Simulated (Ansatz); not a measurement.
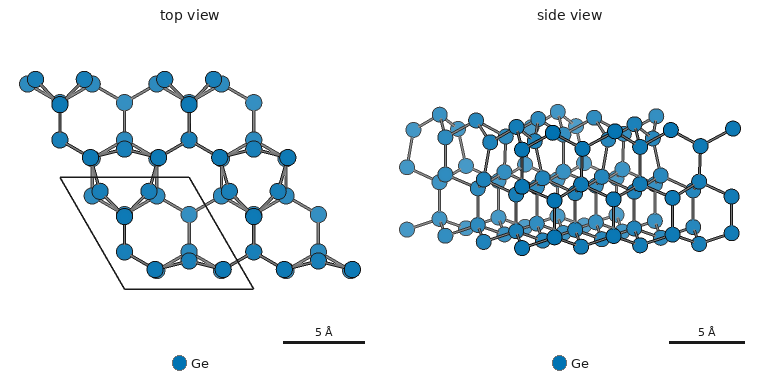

Ge(001) (P6_3/mmc bulk, the cell from a database of computed structures, not from a measurement, 6 atomic planes (those closer than 0.6 Å count as one), 8 Å) with one Ge vacancy in a 2 × 2 cell, seen from above and from the side.

All numbers here come from DFT PBE, scalar-relativistic, plane waves, PAW in Ansatz 0.2.0. Cutoff 420 eV, 9 × 9 k-points, Gaussian smearing 0.1 eV, dipole correction. The slab is a cut without reconstruction beyond its cell, at the source's lattice constants, with its lower half held fixed and the rest relaxed. The defects repeat every 8.0 Å and interact, so states at the Fermi level and the work function belong to this dense array. This isn't the element's usual diamond form. No spin polarisation. The run warns that the functional's potential is rough in the thin density of the vacuum, where the tip is; weak contrasts and barriers may feel it.

Tersoff–Hamann simulation (s-wave tip); biases are sample biases. Bias windows are sharp sums over the levels of the k mesh.

```yaml
crystal:
  lattice:
    - [7.99517, 0.00000, 0.00000]
    - [-3.99759, 6.92402, 0.00000]
    - [0.00000, 0.00000, 24.42960]
  atoms:
    - { symbol: Ge, position: [0.16667, 0.33333, 0.34794] }
    - { symbol: Ge, position: [0.16667, 0.83333, 0.34794] }
    - { symbol: Ge, position: [0.66667, 0.33333, 0.34794] }
    - { symbol: Ge, position: [0.66667, 0.83333, 0.34794] }
    - { symbol: Ge, position: [0.33333, 0.16667, 0.38192] }
    - { symbol: Ge, position: [0.33333, 0.66667, 0.38192] }
    - { symbol: Ge, position: [0.83333, 0.16667, 0.38192] }
    - { symbol: Ge, position: [0.83333, 0.66667, 0.38192] }
    - { symbol: Ge, position: [0.33333, 0.16667, 0.48301] }
    - { symbol: Ge, position: [0.33333, 0.66667, 0.48301] }
    - { symbol: Ge, position: [0.83333, 0.16667, 0.48301] }
    - { symbol: Ge, position: [0.83333, 0.66667, 0.48301] }
    - { symbol: Ge, position: [0.16667, 0.33333, 0.51700] }
    - { symbol: Ge, position: [0.16702, 0.83351, 0.51986] }
    - { symbol: Ge, position: [0.66649, 0.33298, 0.51986] }
    - { symbol: Ge, position: [0.66649, 0.83351, 0.51986] }
    - { symbol: Ge, position: [0.16667, 0.33333, 0.61920] }
    - { symbol: Ge, position: [0.24817, 0.87409, 0.62078] }
    - { symbol: Ge, position: [0.62591, 0.25183, 0.62078] }
    - { symbol: Ge, position: [0.62591, 0.87409, 0.62078] }
    - { symbol: Ge, position: [0.32439, 0.17561, 0.66993] }
    - { symbol: Ge, position: [0.32439, 0.64879, 0.66993] }
    - { symbol: Ge, position: [0.85121, 0.17561, 0.66993] }
```

Describe the constant-current image at a set point of 1.4 × 10⁻⁶ e/Å³ at a sample bias of −1.00 V.

The brightest spots lie over the top Ge atoms; the darkest points are over the vacancy. The corrugation is 1.3 Å at a mean tip height of 4.9 Å.

Predict the constant-current image at a set point of 1.9 × 10⁻⁶ e/Å³ at +0.50 V.

The brightest spots lie over the top Ge atoms; the darkest points are over the vacancy. The corrugation is 1.7 Å at a mean tip height of 4.4 Å.

The computed images, with the atoms seen from above drawn over one corner (deeper ones smaller):

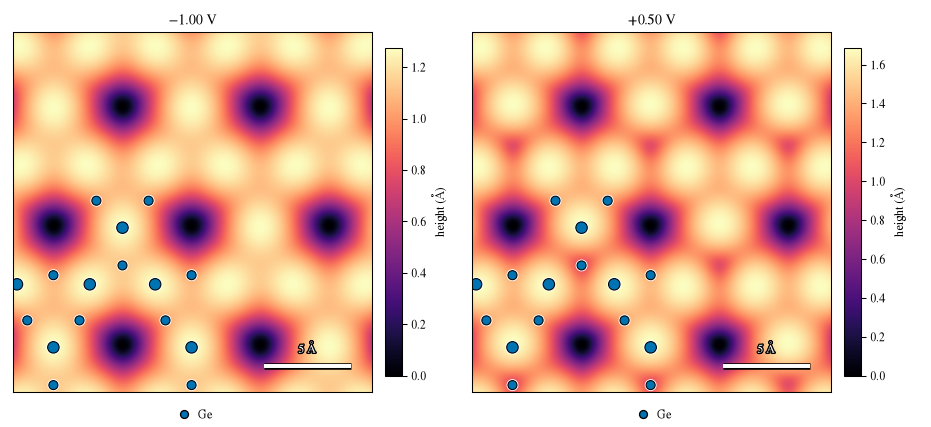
